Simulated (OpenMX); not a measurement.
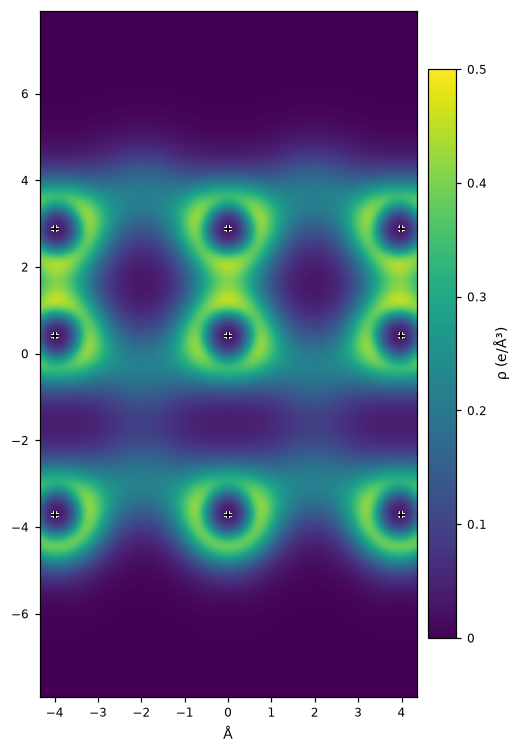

The valence pseudo-density on a plane through atoms (crosses mark nuclei in the plane).

The calculation used Kohn-Sham DFT of a periodic cell, PBE, OpenMX 2013 PBE set in OpenMX.

Candidates:
A. Ge (slab), a = 4.00 Å, b = 4.00 Å, c = 22.43 Å, α = 90.00°, β = 90.00°, γ = 120.00°. Not relaxed (largest force 0.3 eV/Å).
B. WS (slab), a = 3.18 Å, b = 3.18 Å, c = 31.95 Å, α = 90.00°, β = 90.00°, γ = 120.00°. 
C. HfS2 (slab), a = 3.64 Å, b = 3.64 Å, c = 23.91 Å, α = 90.00°, β = 90.00°, γ = 120.00°. Not relaxed (largest force 0.4 eV/Å).

Question: Which candidate gave the map?

Answer: Candidate A: Ge on the (11̄0) plane of the calculation cell, a cut from vacuum to vacuum, which holds Ge. Ge–Ge (2.47 Å): ρ at the midpoint is about 0.41 e/Å³.
